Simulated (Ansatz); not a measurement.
# SnO2: what the fields show

Input

```
crystal:
  lattice:
    - [5.4668571426, 0.0, 0.0]
    - [-2.7334285713, 4.7344371644, 0.0]
    - [0.0, 0.0, 6.3691316708]
  atoms:
    - { symbol: Sn, position: [0.441926695, 0.0, 0.3333333333] }
    - { symbol: Sn, position: [0.0, 0.441926695, 0.6666666667] }
    - { symbol: Sn, position: [0.558073305, 0.558073305, 0.0] }
    - { symbol: O, position: [0.3903895249, 0.3182282144, 0.2506312373] }
    - { symbol: O, position: [0.6817717856, 0.0721613105, 0.5839645706] }
    - { symbol: O, position: [0.9278386895, 0.6096104751, 0.917297904] }
    - { symbol: O, position: [0.3182282144, 0.3903895249, 0.7493687627] }
    - { symbol: O, position: [0.0721613105, 0.6817717856, 0.4160354294] }
    - { symbol: O, position: [0.6096104751, 0.9278386895, 0.082702096] }
basis:
  ecutwfc: 420
kpoints:
  mp_grid: { grid: [6, 6, 4] }
hamiltonian:
  xc: pbe
scf:
  occupations: { method: gaussian, width: 0.02 }
output:
  forces: true
  stress: true
  eigenvalues: true
  write_density: true
  write_potential: true
  elf: true
  volumetric_format: npy
relax:
  adjacent_minimum: "off"
  f_tol: 0.01
  max_steps: 80
  cell: { stress_tol: 0.05 }
```

Run with:

```sh
ansatz run input.yaml --threads 1 --pin off --max-ram 2560MiB --backend cpu --events-out ev --progress --plain --runs-dir out
```

Below, planes, directions and counts refer to the conventional cell (a = 5.47 Å, b = 5.47 Å, c = 6.38 Å, α = 90.00°, β = 90.00°, γ = 120.00°).

The fields are those of the relaxed geometry.

Space group P3₁21; started from the quartz_152 prototype, which need not be the ambient phase.

All numbers below come from Ansatz, DFT PBE, scalar-relativistic, plane waves, PAW.

Core electrons are frozen (PAW), and the valence fields are smoothed inside the atomic spheres.

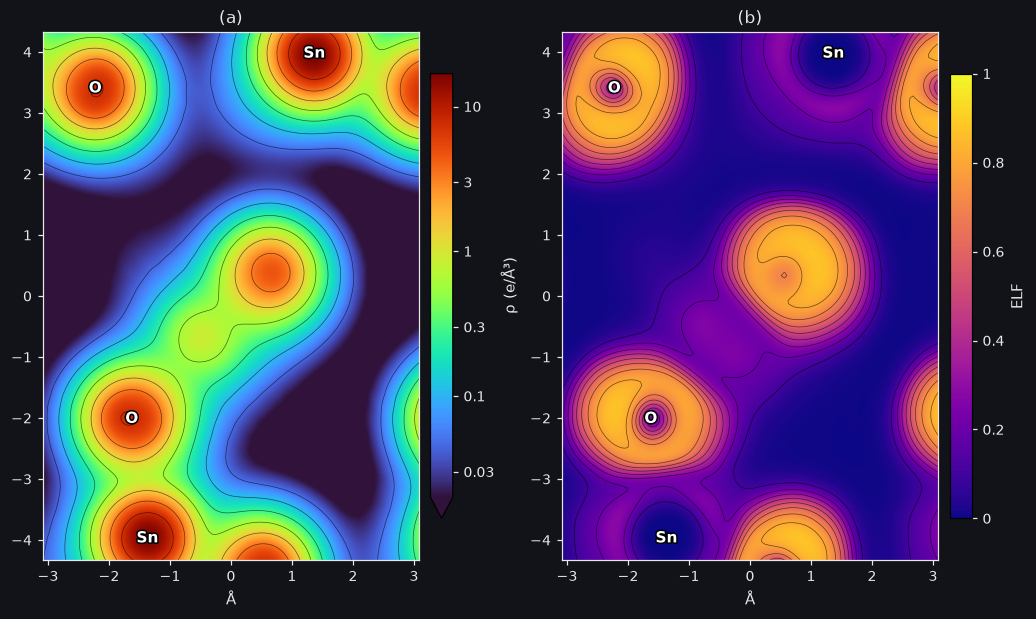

Figure 1. (a) valence electron density; (b) ELF on the (011) plane of the conventional cell.

**What do the fields say about this system?**

The section cuts through Sn and O sites.
Atoms just off the plane (Sn, 0.9 Å away and O, 0.4 Å away) can leave unmarked features too.
Sn–O (1.98 Å): ρ is about 0.8 e/Å³ halfway; the ELF peaks at about 0.80 in the valence shell of O, 0.6 Å from its nucleus, and is about 0.25 at the midpoint; no shared electron pair shows on this line.
Between the atoms the lowest density in this plane is 0.007 e/Å³.
The ELF also peaks beside O, away from the bonds: lone-pair regions.

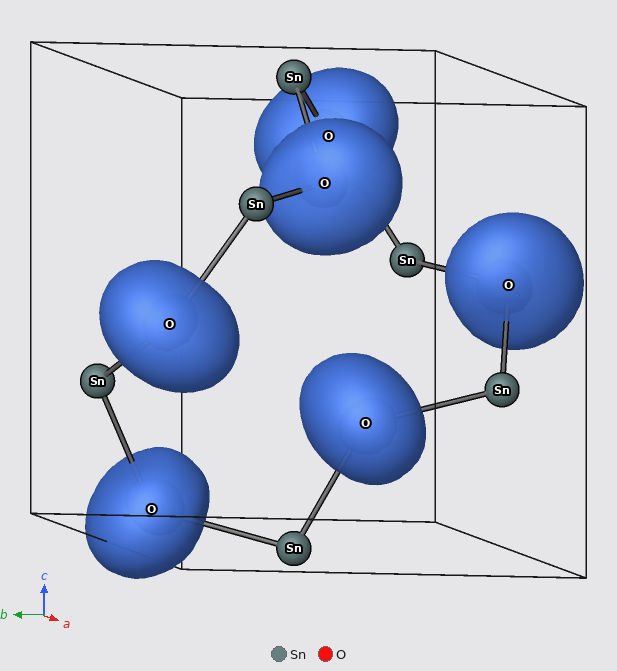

Figure 2. Isosurface of the ELF at 0.7 (blue), seen at an oblique angle. Core shells and regions of very low density are left out. Sticks mark near contacts.

**Describe the localisation domains.**

At this value the surface marks out six regions wrapped around O (the valence shell of each), counted in one cell of 9 atoms. Regions shared between cells count once.


Sn–O (1.97 Å): the ELF peaks at about 0.80 in the valence shell of O, 0.6 Å from its nucleus, and is about 0.25 at the midpoint (no localised pair shows between them).

**Metal or insulator at this level of theory?**

It is gapped, with a Kohn–Sham gap of 1.9 eV on the k-point mesh, an upper bound to the gap of this method.
